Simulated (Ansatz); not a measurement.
Input file:

```
crystal:
  lattice:
    - [-3.2312779625, 3.2312779625, 2.6430734491]
    - [3.2312779625, -3.2312779625, 2.6430734491]
    - [3.2312779625, 3.2312779625, -2.6430734491]
  atoms:
    - { symbol: Zn, position: [0.4104443209, 0.9104443209, 0.198398611] }
    - { symbol: Zn, position: [0.7120457099, 0.2120457099, 0.801601389] }
    - { symbol: Zn, position: [0.9104443209, 0.7120457099, 0.5] }
    - { symbol: Zn, position: [0.2120457099, 0.4104443209, 0.5] }
    - { symbol: O, position: [0.2886884924, 0.0895826064, 0.5] }
    - { symbol: O, position: [0.5895826064, 0.7886884924, 0.5] }
    - { symbol: O, position: [0.7886884924, 0.2886884924, 0.199105886] }
    - { symbol: O, position: [0.0895826064, 0.5895826064, 0.800894114] }
basis:
  ecutwfc: 420
kpoints:
  mp_grid: { grid: [8, 8, 8] }
  band_path:
    path:
      - [[0.0, 0.0, 0.0], [0.0, 0.0, 0.5], [-0.5, 0.5, 0.5], [0.0, 0.0, 0.0], [0.41726683, 0.41726683, -0.41726683]]
      - [[-0.41726683, 0.58273317, 0.41726683], [-0.5, 0.5, 0.5]]
      - [[0.0, 0.0, 0.5], [0.25, 0.25, 0.25], [0.0, 0.5, 0.0], [0.0, 0.0, 0.0]]
    npoints: 14
hamiltonian:
  xc: pbe
scf:
  occupations: { method: gaussian, width: 0.02 }
  n_extra_bands: 20
output:
  forces: true
  stress: true
  eigenvalues: true
  populations: true
  dos: { projected: true, de: 0.02, nscf_kmesh: { grid: [12, 12, 12] } }
  bader: true
  write_density: true
  write_potential: true
  elf: true
  volumetric_format: npy
```

Command:

```sh
ansatz run input.yaml --threads 1 --pin off --max-ram 2560MiB --backend cpu --events-out ev --progress --plain --runs-dir out
```

Below, planes, directions and counts refer to the conventional cell (a = 6.46 Å, b = 6.46 Å, c = 5.29 Å, α = 90.00°, β = 90.00°, γ = 90.00°).

Space group I4cm; a structure generated by program, which may or may not match a known phase.

Level of theory: Ansatz 0.2.0, DFT PBE, scalar-relativistic, plane waves, PAW.

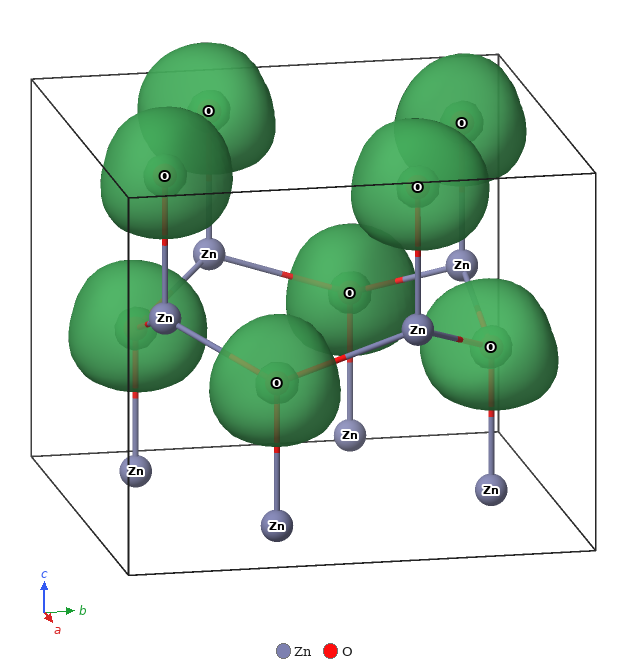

ZnO. Isosurface of the ELF at 0.6 (green), seen slightly off an axis. Only the valence region is drawn (cores and ρ < 0.01 e/Å³ removed). Sticks mark near contacts.

**Where are the electrons localised?**

At this value the surface marks out eight regions wrapped around O (the valence shell of each), counted in one cell of 16 atoms. Regions shared between cells count once. Profiles from the grid: Zn–O (1.93 Å): the ELF peaks at about 0.85 in the valence shell of O, 0.6 Å from its nucleus, and is about 0.25 at the midpoint: no shared electron pair shows on this line. Zn–O (2.00 Å): the ELF peaks at about 0.85 in the valence shell of O, 0.6 Å from its nucleus, and is about 0.25 at the midpoint: no localised pair shows between them.
